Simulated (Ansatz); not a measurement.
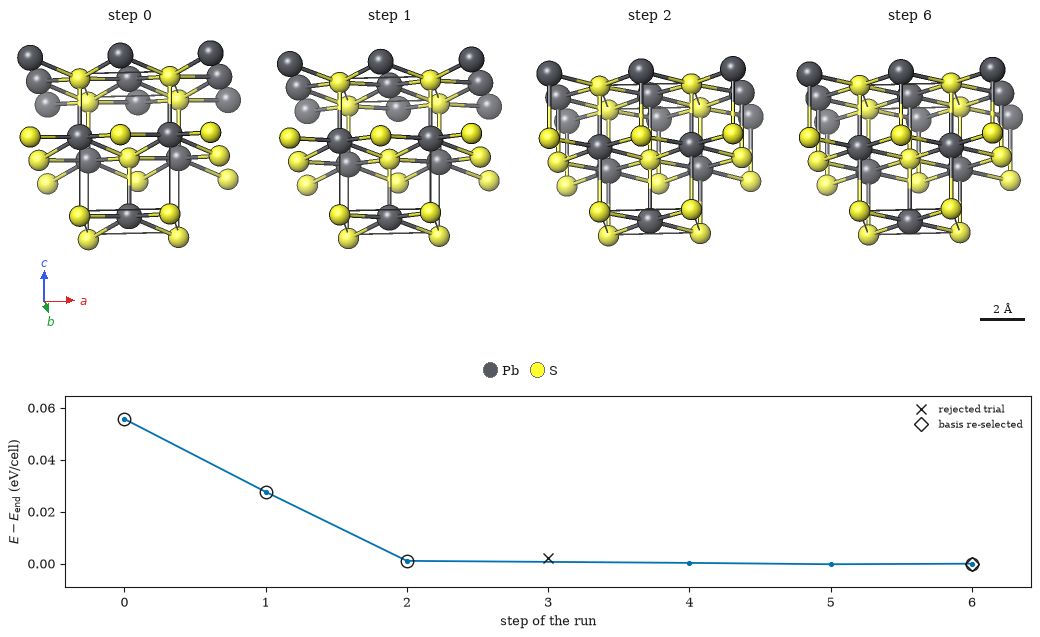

Frames of a relaxation of a crystal of PbS (a generated structure, set up in I4mm), marked on the history of the run. Style: ball-and-stick. Shown: the conventional cell (2 times the calculation's cell), from a free direction. Lengths and directions refer to the drawn axes.

Theory: DFT PBE, scalar-relativistic, plane waves, PAW in Ansatz 0.2.0.

The input:
```yaml
crystal:
  lattice:
    - [-2.0937303101, 2.0937303101, 3.2844151124]
    - [2.0937303101, -2.0937303101, 3.2844151124]
    - [2.0937303101, 2.0937303101, -3.2844151124]
  atoms:
    - { symbol: Pb, position: [0.538533444, 0.538533444, 0.0] }
    - { symbol: S, position: [0.9620357522, 0.9620357522, 0.0] }
basis:
  ecutwfc: 420
kpoints:
  mp_grid: { grid: [10, 10, 10] }
hamiltonian:
  xc: pbe
scf:
  occupations: { method: gaussian, width: 0.02 }
output:
  forces: true
  stress: true
  eigenvalues: true
relax:
  adjacent_minimum: "off"
  f_tol: 0.01
  max_steps: 80
  cell: { stress_tol: 0.05 }
```

Command:
```bash
ansatz run input.yaml --threads 1 --pin off --max-ram 3072MiB --backend cpu --events-out ev --progress --plain --runs-dir out
```

Describe the path.

Answer. The largest moves relative to the cell, 0.22 Å, are those of Pb1 and S2. Pb1 goes along −c. Largest moves by element: Pb 0.22 Å, S 0.22 Å. Cell: a = b 4.187 → 4.249 Å (+1.5 %), c 6.569 → 6.011 Å (−8.5 %). Volume −5.8 %. Some distances before and after: Pb1–S2 3.787 → 3.023 Å, Pb1–S2 (another image) 2.782 → 2.987 Å. New bonds form: Pb1–S2 (3.79 → 3.02 Å). Bond angles that change, for instance: S2–Pb1–S2 160.7° → 179.3°, Pb1–S2–Pb1 160.7° → 179.3°, S2–Pb1–S2 99.6° → 90.3°. The space group stays I4mm (No. 107). After 4 accepted moves (6 points after the start) the energy has fallen by 55.7 meV per cell of the calculation. Largest force component: 0.091 eV/Å at the start, 0.003 eV/Å at the end. Pressure: −0.27 GPa at the start and 0.00 GPa at the end. The line search rejected the trial step at point 3 of the run. At 1 point the geometry stayed and the basis and grid were re-selected for the new cell (energy shift of 0.2 meV per cell of the calculation at most each time). From step 0 to 1: Pb and S atoms move most (0.05 Å), volume −2.3 %, energy −28.1 meV per cell of the calculation. From step 1 to 2: Pb and S atoms move most (0.13 Å), volume −3.1 %, energy −26.6 meV per cell of the calculation. From step 2 to 6: Pb and S atoms move most (0.04 Å), volume −0.5 %, energy −1.1 meV per cell of the calculation.

```json
{"step": "0", "E − E(0), meV/atom": "0.00", "largest force component, eV/Å": "0.0912", "pressure, GPa": "-0.27", "volume, Å³/atom": "28.796", "note": ""}
{"step": "1", "E − E(0), meV/atom": "-14.03", "largest force component, eV/Å": "0.0997", "pressure, GPa": "-0.15", "volume, Å³/atom": "28.134", "note": ""}
{"step": "2", "E − E(0), meV/atom": "-27.32", "largest force component, eV/Å": "0.0245", "pressure, GPa": "-0.17", "volume, Å³/atom": "27.271", "note": ""}
{"step": "3", "E − E(0), meV/atom": "-26.77", "largest force component, eV/Å": "0.0029", "pressure, GPa": "0.79", "volume, Å³/atom": "26.738", "note": "rejected"}
{"step": "4", "E − E(0), meV/atom": "-27.70", "largest force component, eV/Å": "0.0057", "pressure, GPa": "-0.24", "volume, Å³/atom": "27.267", "note": ""}
{"step": "5", "E − E(0), meV/atom": "-27.96", "largest force component, eV/Å": "0.0030", "pressure, GPa": "0.00", "volume, Å³/atom": "27.123", "note": ""}
{"step": "6", "E − E(0), meV/atom": "-27.86", "largest force component, eV/Å": "0.0030", "pressure, GPa": "0.00", "volume, Å³/atom": "27.123", "note": "same geometry, new basis"}
```
